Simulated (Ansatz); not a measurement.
Structure (in its standard cell), the input geometry of an electronic-structure calculation (not necessarily at equilibrium); the starting structure was generated, so it need not be a known form of this composition:

```yaml
crystal:
  lattice:
    - [4.54517, 0.00000, 0.00000]
    - [0.00000, 4.54517, 0.00000]
    - [0.00000, 0.00000, 4.54517]
  atoms:
    - { symbol: Cu, position: [0.00000, 0.00000, 0.00000] }
    - { symbol: Cu, position: [0.50000, 0.50000, 0.50000] }
    - { symbol: Cu, position: [0.25000, 0.00000, 0.50000] }
    - { symbol: Cu, position: [0.75000, 0.00000, 0.50000] }
    - { symbol: Cu, position: [0.50000, 0.25000, 0.00000] }
    - { symbol: Cu, position: [0.50000, 0.75000, 0.00000] }
    - { symbol: Cu, position: [0.00000, 0.50000, 0.25000] }
    - { symbol: Cu, position: [0.00000, 0.50000, 0.75000] }
```

Question: Predict the [210] zone-axis pattern (200 kV, kinematic, B = 0.8 Å²).

Answer: The spots form a rectangular net whose two shortest vectors correspond to d = 4.55 Å and 2.03 Å, 90.0° apart. They are 0 0 1 (itself extinct) and 1 -2 0. The pattern has symmetry 2mm. A glide plane extinguishes reflections such as 1 -2 -2, 1 -2 2; a screw axis and a glide plane both extinguish reflections such as 0 0 1, 0 0 3, 0 0 5; reflections such as 2 -4 -2, 2 -4 2 are allowed but too weak to see at this display level.

Strongest reflections with d > 0.84 Å, one of each family (|F|² from tabulated Gaussian fits of the electron scattering factors, times a small damping for the curvature of the Ewald sphere):

```
   hkl  d (Å)  I (strongest = 100)
 0 0 2  2.273                  100
 0 0 4  1.136                   96
1 -2 0  2.033                   84
1 -2 1  1.856                   71
1 -2 3  1.215                   29
2 -4 0  1.016                   17
```

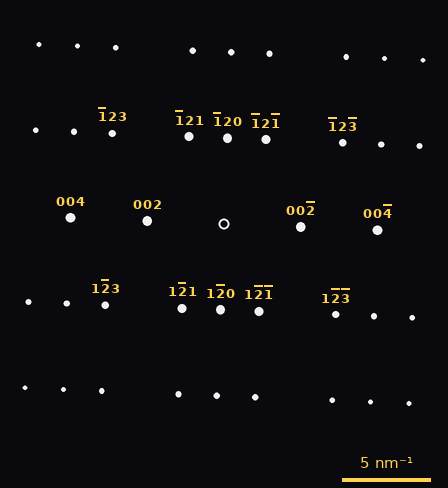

Calculated pattern, seen from the source side with [210] pointing towards the source.
